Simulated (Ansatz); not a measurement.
Hf17O32 and related structures: several calculations on one system

## 1. Relaxation

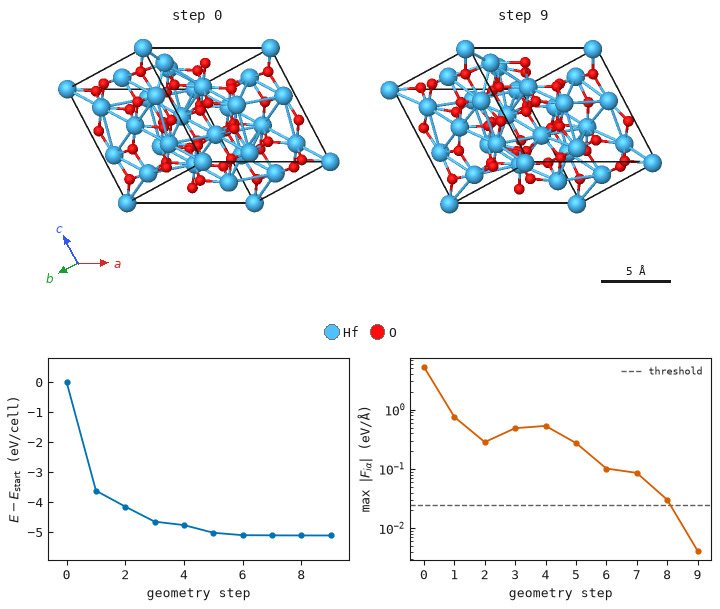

First and last geometry of a relaxation of a defect cell of composition Hf17O32, with the history of the run. The picture is a ball-and-stick view of the cell of the calculation, seen from a free direction.

Case: Hf interstitial, charge +0, atoms relaxed at the host's cell.

All numbers below come from Ansatz 0.2.0, DFT PBEsol, scalar-relativistic, plane waves, PAW. Set-up: plane-wave cutoff 420 eV; k-point mesh 2 × 2 × 2; occupations gaussian; smearing width 0.01 eV; mesh shifted by (0.5, 0.5, 0.5); no spin polarisation; atoms relaxed in a fixed cell; force threshold 0.025 eV/Å; at most 45 steps.

Did the run converge, and what did it change?

It converged. The energy falls by 5.105 eV per cell of the calculation in 9 geometry steps. Largest force component: 5.3 eV/Å at the start, 0.0042 eV/Å at the end. The largest moves, 0.45 Å, are those of O atoms. By element the largest moves are O 0.45 Å, Hf 0.41 Å. The cell stays as it was. Near-neighbour distances that change, for instance: Hf–O 2.975 → 2.542 Å, Hf–Hf 2.545 → 2.885 Å, Hf–Hf 3.774 → 3.486 Å, Hf–O 2.085 → 2.294 Å. Among the angles between lasting bonds that change: Hf–O–Hf 129.7° → 148.8°, Hf–O–Hf 129.7° → 110.8°, Hf–O–Hf 129.7° → 114.8°.

## 2. Relaxation

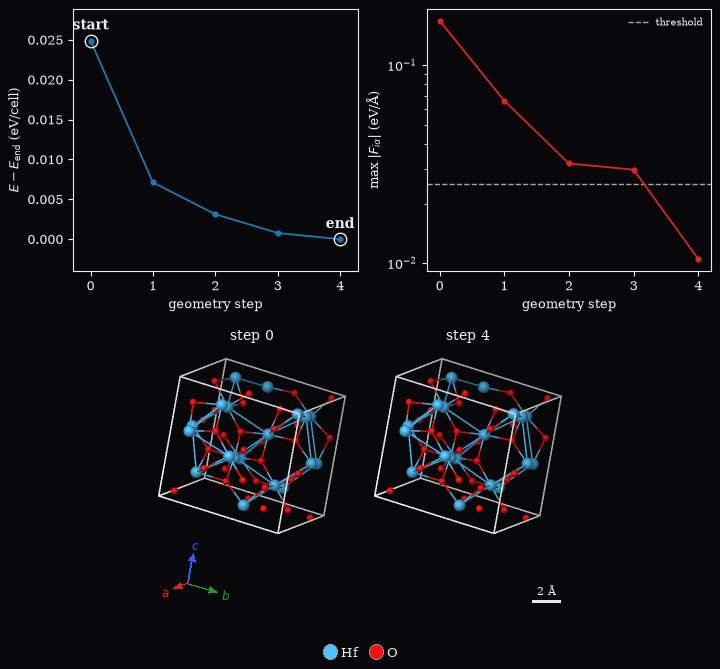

First and last geometry of a relaxation of a defect cell of composition Hf17O32 (cell charge +2), with the history of the run. A ball-and-stick model of the cell of the calculation, seen slightly off an axis.

Case: Hf interstitial, charge +2, atoms relaxed at the host's cell.

These are results of DFT PBEsol, scalar-relativistic, plane waves, PAW in Ansatz, not measurements. (plane-wave cutoff 420 eV; k-point mesh 2 × 2 × 2; occupations gaussian; smearing width 0.01 eV; mesh shifted by (0.5, 0.5, 0.5); no spin polarisation; atoms relaxed in a fixed cell; force threshold 0.025 eV/Å; at most 45 steps)

Q: Read the history and describe the run.

A: It converged. The largest moves, 0.026 Å, are those of O atoms. Largest moves by element: O 0.026 Å, Hf 0.025 Å. The cell doesn't change. Some distances before and after: Hf–Hf 3.604 → 3.623 Å, Hf–Hf 3.658 → 3.674 Å, Hf–O 2.552 → 2.566 Å, Hf–Hf 3.631 → 3.642 Å. Over 4 geometry steps the energy falls by 24.9 meV per cell of the calculation. The largest force component goes from 0.17 to 0.01 eV/Å. Cost: 5 min on 4 threads of Arm Neoverse V2, on a shared host, peak memory 3.3 GiB.

| step | E − E(0), meV/atom | largest force component, eV/Å |
| --- | --- | --- |
| 0 | 0.00 | 0.1677 |
| 1 | -0.36 | 0.0661 |
| 2 | -0.44 | 0.0319 |
| 3 | -0.49 | 0.0297 |
| 4 | -0.51 | 0.0105 |

Limits of the set-up: the cell is charged, on a uniform background, and energies carry no finite-size correction.

## 3. A change

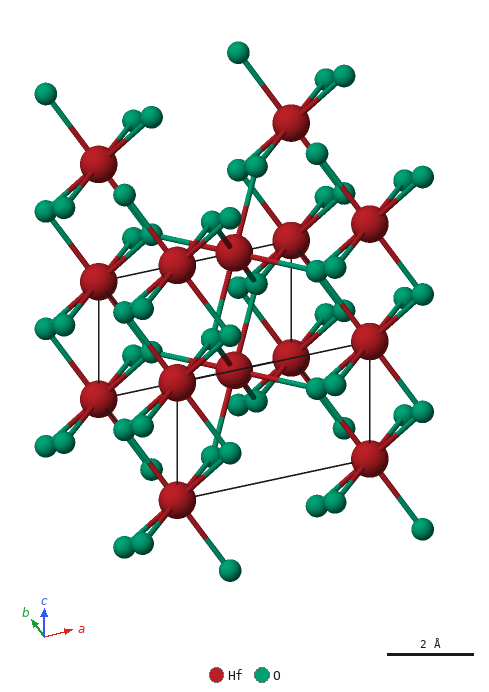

Reference structure: a crystal of HfO2 (set up in P4_2/mnm). A ball-and-stick model of the cell of the calculation, repeated 1 × 1 × 2 with one cell outlined, seen from a free direction.

Computed with DFT PBE, scalar-relativistic, plane waves, PAW in Ansatz 0.2.0. Set-up: plane-wave cutoff 420 eV; k-point mesh 6 × 6 × 8; occupations gaussian; smearing width 0.02 eV; no spin polarisation.

Change: Shear of c along a, +8.0 %, is applied. The cell is then held and the atoms relaxed.

Input
```yaml
crystal:
  lattice:
    - [4.8803694195, 0.0, 0.0]
    - [0.0, 4.8803694195, 0.0]
    - [0.2590145057, 0.0, 3.2376813208]
  atoms:
    - { symbol: Hf, position: [0.0, 0.0, 0.0] }
    - { symbol: Hf, position: [0.5, 0.5, 0.5] }
    - { symbol: O, position: [0.1959398877, 0.8060433001, 0.4893574394] }
    - { symbol: O, position: [0.3040601123, 0.3060433001, 0.0106425606] }
    - { symbol: O, position: [0.6959398877, 0.6939566999, -0.0106425606] }
    - { symbol: O, position: [0.8040601123, 0.1939566999, 0.5106425606] }
basis:
  ecutwfc: 420
kpoints:
  mp_grid: { grid: [6, 6, 8] }
hamiltonian:
  xc: pbe
scf:
  occupations: { method: gaussian, width: 0.02 }
output:
  forces: true
  stress: true
  eigenvalues: true
relax:
  adjacent_minimum: "off"
  f_tol: 0.008
  max_steps: 40
```

Run as
```bash
ansatz run input.yaml --threads 1 --pin off --max-ram 2560MiB --backend cpu --events-out ev --progress --plain --runs-dir out
```

Q: Predict the response.

A: The energy rises by 26.0 meV per atom. The pressure goes from 0.0 to −0.3 GPa. The principal stresses (compression positive) are 7.5 GPa along [2 0 −3], 0.3 GPa along b, −8.7 GPa along [1 0 2]. The drawn cell changes at constant volume: a = b unchanged at 4.880 Å, c 3.238 → 3.248 Å (+0.3 %), β 90.0° → 85.4°. The largest moves relative to the cell, 0.047 Å, are those of O3, O4, O5 and O6. O5 goes roughly along −c. Hf stays in place. Near-neighbour distances before and after: Hf–O 2.105 → 2.085 to 2.132 Å. The space group (tolerance 0.01 Å) goes from P4_2/mnm (No. 136) to P2_1/c (No. 14).

The changed structure in the same view:

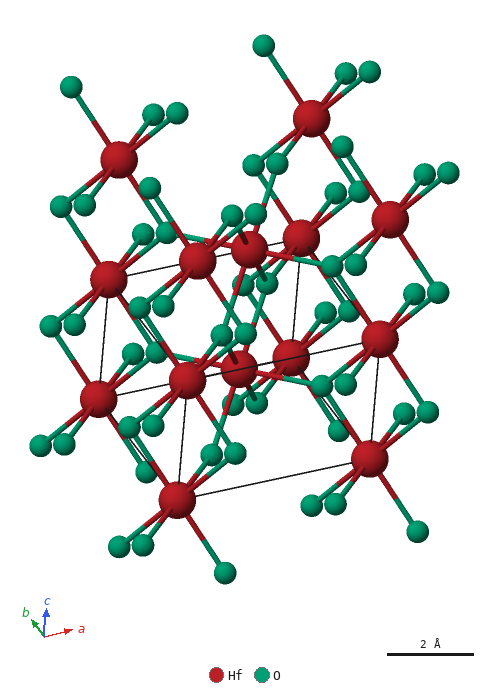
